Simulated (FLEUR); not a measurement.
**C: 5 runs along one coordinate**

System: C (12 atoms in the cell).
Method: Kohn-Sham DFT of a periodic cell, PBE, all-electron, no spin polarisation (FLEUR MaX-R8.1 (later development tree)).

The 5 runs differ only in the geometry, by an even scaling of the cell at fixed fractional positions. The structure derives from an entry of the Crystallography Open Database.

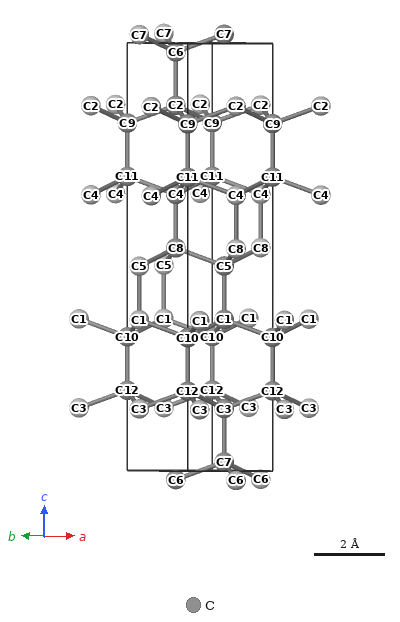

Figure 1. The structure of run 3 (ball-and-stick view of the cell of the calculation, seen at an oblique angle; neighbours outside the cell are drawn fainter; atoms are numbered from 1 in the order of the input).

## Input of run 3
```
<?xml version="1.0" encoding="UTF-8" standalone="no"?>
<fleurInput fleurInputVersion="0.39">
   <comment>
      C                                                                                                   
   </comment>
   <calculationSetup>
      <cutoffs Kmax="3.5" Gmax="17.5" GmaxXC="17.5" numbands="0"/>
      <scfLoop itmax="60" minDistance="0.00001" maxIterBroyd="15" imix="Anderson" alpha="0.05" precondParam="0.0" spinf="2.0" sdNocoIR="T"/>
      <coreElectrons ctail="T" frcor="F" kcrel="0" coretail_lmax="0"/>
      <xcFunctional name="pbe" relativisticCorrections="F"/>
      <magnetism jspins="1"/>
      <soc l_soc="F" theta="0.0" phi="0.0" spav="F"/>
      <expertModes spex="0" secvar="F"/>
      <geometryOptimization l_f="F" forcealpha="1.0" forcemix="BFGS" epsdisp="0.00001" epsforce="0.00001"/>
      <ldaU l_linMix="F" mixParam="0.05" spinf="1.0"/>
   </calculationSetup>
   <cell>
      <bzIntegration valenceElectrons="48.0" mode="hist" fermiSmearingEnergy="0.00183747">
         <kPointListSelection listName="default-1"/>
         <!-- k-points included here -->
         <xi:include xmlns:xi="http://www.w3.org/2001/XInclude" href="kpts.xml"> </xi:include>
      </bzIntegration>
      <!-- symmetry operations included here -->
      <xi:include xmlns:xi="http://www.w3.org/2001/XInclude" href="sym.xml"> </xi:include>
      <bulkLattice scale="1.0000000000">
         <bravaisMatrix>
            <row-1>    4.7660782588536597     0.0000000000000000     0.0000000000000000</row-1>
            <row-2>   -2.3830391294268298     4.1275448486208255     0.0000000000000000</row-2>
            <row-3>    0.0000000000000000     0.0000000000000000    23.3488890777202194</row-3>
         </bravaisMatrix>
      </bulkLattice>
   </cell>
   <atomSpecies>
      <species name="Carbon (C)" element="C" atomicNumber="6">
         <mtSphere radius="1.31" gridPoints="447" logIncrement="0.023"/>
         <atomicCutoffs lmax="5" lnonsphr="3"/>
         <electronConfig flipSpins="F">
            <coreConfig>(1s1/2)</coreConfig>
            <valenceConfig>(2s1/2) (2p1/2) (2p3/2)</valenceConfig>
            <stateOccupation state="(2p1/2)" spinUp="0.333333" spinDown="0.333333"/>
            <stateOccupation state="(2p3/2)" spinUp="0.666667" spinDown="0.666667"/>
         </electronConfig>
         <energyParameters s="2" p="2" d="3" f="4"/>
         <lo type="SCLO" l="0" n="2" eDeriv="2"/>
         <lo type="SCLO" l="1" n="2" eDeriv="2"/>
         <lo type="SCLO" l="2" n="3" eDeriv="2"/>
      </species>
   </atomSpecies>
   <atomGroups>
      <atomGroup species="Carbon (C)">
         <relPos label="                   1">-1.000/3.000 1.000/3.000 .3541700000</relPos>
         <relPos label="                   2">1.000/3.000 -1.000/3.000 -.1458300000</relPos>
         <relPos label="                   3">-1.000/3.000 1.000/3.000 .1458300000</relPos>
         <relPos label="                   4">1.000/3.000 -1.000/3.000 -.3541700000</relPos>
         <force calculate="T" relaxXYZ="TTT"/>
      </atomGroup>
      <atomGroup species="Carbon (C)">
         <relPos label="                   5">-1.000/3.000 1.000/3.000 .4791700000</relPos>
         <relPos label="                   6">1.000/3.000 -1.000/3.000 -.0208300000</relPos>
         <relPos label="                   7">-1.000/3.000 1.000/3.000 .0208300000</relPos>
         <relPos label="                   8">1.000/3.000 -1.000/3.000 -.4791700000</relPos>
         <force calculate="T" relaxXYZ="TTT"/>
      </atomGroup>
      <atomGroup species="Carbon (C)">
         <relPos label="                   9">.0000000000 .0000000000 -3.000/16.000</relPos>
         <relPos label="                  10">.0000000000 .0000000000 5.000/16.000</relPos>
         <relPos label="                  11">.0000000000 .0000000000 -5.000/16.000</relPos>
         <relPos label="                  12">.0000000000 .0000000000 3.000/16.000</relPos>
         <force calculate="T" relaxXYZ="TTT"/>
      </atomGroup>
   </atomGroups>
   <output dos="F" band="F" slice="F">
      <checks vchk="F" cdinf="F"/>
      <bandDOS minEnergy="-.5*Htr" maxEnergy="0.5*Htr" sigma="0.015" storeEVData="T"/>
      <vacuumDOS vacdos="F" integ="F" star="F" nstars="0" locx1="0.0" locy1="0.0" locx2="0.0" locy2="0.0" nstm="0" tworkf="0.0"/>
      <unfoldingBand unfoldBand="F" supercellX="1" supercellY="1" supercellZ="1"/>
      <plotting iplot="0" polar="F">
         <plot TwoD="T" vec1="  1.0  0.0  0.0" vec2="  0.0  1.0  0.0" vec3="  0.0  0.0  1.0" zero="  0.0  0.0  0.0" file="plot"/>
      </plotting>
      <chargeDensitySlicing numkpt="0" minEigenval="0.0" maxEigenval="0.0" nnne="0" pallst="F"/>
      <specialOutput eonly="F"/>
      <moessbauerParams electricFieldGradient="T" isomerShift="T" coreHyperfine="T" valenceHyperfine="T"/>
      <magneticCircularDichroism mcd="F" energyLo="-10.0" energyUp="0.0"/>
   </output>
  <!-- We include the file relax.xml here to enable relaxations (see documentation) -->
  <xi:include xmlns:xi="http://www.w3.org/2001/XInclude" href="relax.xml"> <xi:fallback/> </xi:include>
</fleurInput>
```

Command:
```bash
inpgen -f crystal.txt -profile veryFastHighL; fleur_MPI
```

Run 4 has the same physical settings and fractional positions; its lattice vectors (Å) are:
```
   2.555289    0.000000    0.000000
  -1.277645    2.212945    0.000000
   0.000000    0.000000   12.518294
```

## Results, with one run withheld

| run | volume per atom (Å³) | free energy per atom, from the lowest run given (meV) | gap on the mesh (eV) |
| --- | --- | --- | --- |
| 1 | 5.332 | 35.70 | 4.58 |
| 2 | 5.445 | 17.39 | 4.51 |
| 3 | 5.672 | 0.00 | 4.37 |
| 4 | 5.899 | ? | ? |
| 5 | 6.012 | 18.81 | 4.19 |

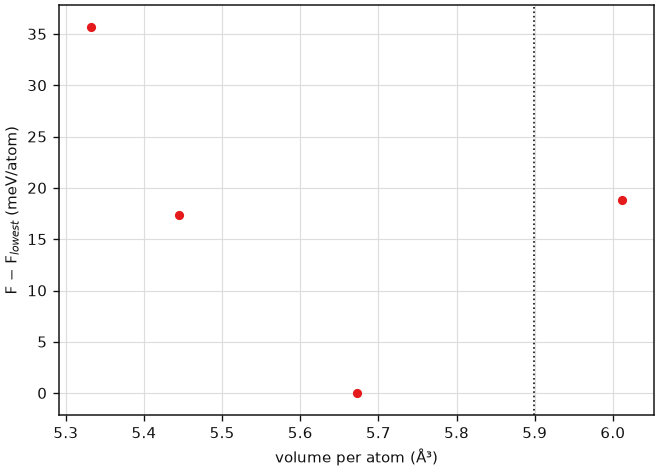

Figure 2. Free energy per atom of the runs given; the dotted line marks run 4.

Estimate the energy of run 4 from the others.

A quadratic polynomial in V^(−2/3) (the Birch–Murnaghan form), fitted to the 4 runs given, misses them by at most 0.40 meV per atom. With x = V^(−2/3) − 0.31690 Å⁻², it reads F = 2.4349 + 1304.6 x + 1.6846e+05 x² (meV per atom). At run 4 it gives 7.53 meV per atom, and the run itself gives 9.33. The fit has its minimum at 5.710 Å³ per atom, where V d²F/dV² gives 412 GPa. Cell shape and fractional positions are held, so this is the stiffness under even scaling; the relaxed bulk modulus wasn't computed. So low a polynomial doesn't follow these energies more closely. The gap on the mesh goes, without turning, from 4.58 eV in run 1 to 4.19 eV in run 5; run 4 has 4.25 eV. These are gaps of this functional on this mesh, which can miss the band edges; they aren't the measured gap.

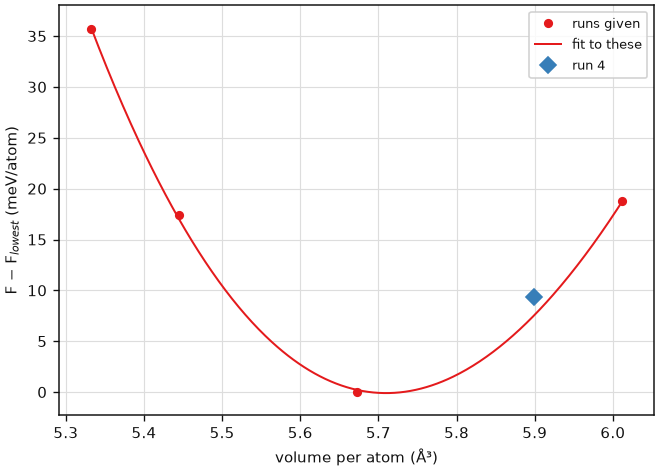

Figure 3. The fit and the withheld run.

## Output (run 4)
```
Welcome to FLEUR        (www.flapw.de)
      MaX-Release 8.1          (www.max-centre.eu)

 ========== k-point set info ==========
 Selected k-point list: default-1
 k-point list type: mesh
 12 x 12 x 3
 Number of k points: 38

 ------------Calculation Setup---------------------------
 Number of MPI-tasks      :            1
 Number of PE/node        :            1
 Number of OMP-threads    :            1
 Most efficient MPI parallelization for:
           1           2          19          38
 Additional eigenvalue parallelization possible
 Number of basis functions:          542
 Approximate size of matrices (H+S) per k-point:         0.004 GB
 --------------------------------------------------------

 Iteration:     1   Distance:      23.69751547 me/bohr^3

 Iteration:     2   Distance:      22.38941851 me/bohr^3

 Iteration:     3   Distance:       3.23889023 me/bohr^3

 Iteration:     4   Distance:       2.11314285 me/bohr^3

 Iteration:     5   Distance:       0.35428182 me/bohr^3

 Iteration:     6   Distance:       0.16770469 me/bohr^3

 Iteration:     7   Distance:       0.60616167 me/bohr^3

 Iteration:     8   Distance:       0.03224463 me/bohr^3

 Iteration:     9   Distance:       0.03516645 me/bohr^3

 Iteration:    10   Distance:       0.02849052 me/bohr^3

 Iteration:    11   Distance:       0.00674464 me/bohr^3

 Iteration:    12   Distance:       0.00014944 me/bohr^3

 Iteration:    13   Distance:       0.00028955 me/bohr^3

 Iteration:    14   Distance:       0.00001096 me/bohr^3

 Iteration:    15   Distance:       0.00000743 me/bohr^3

 ********************************************************************
 Run finished successfully
 Stop message:
   all done
 ********************************************************************
```
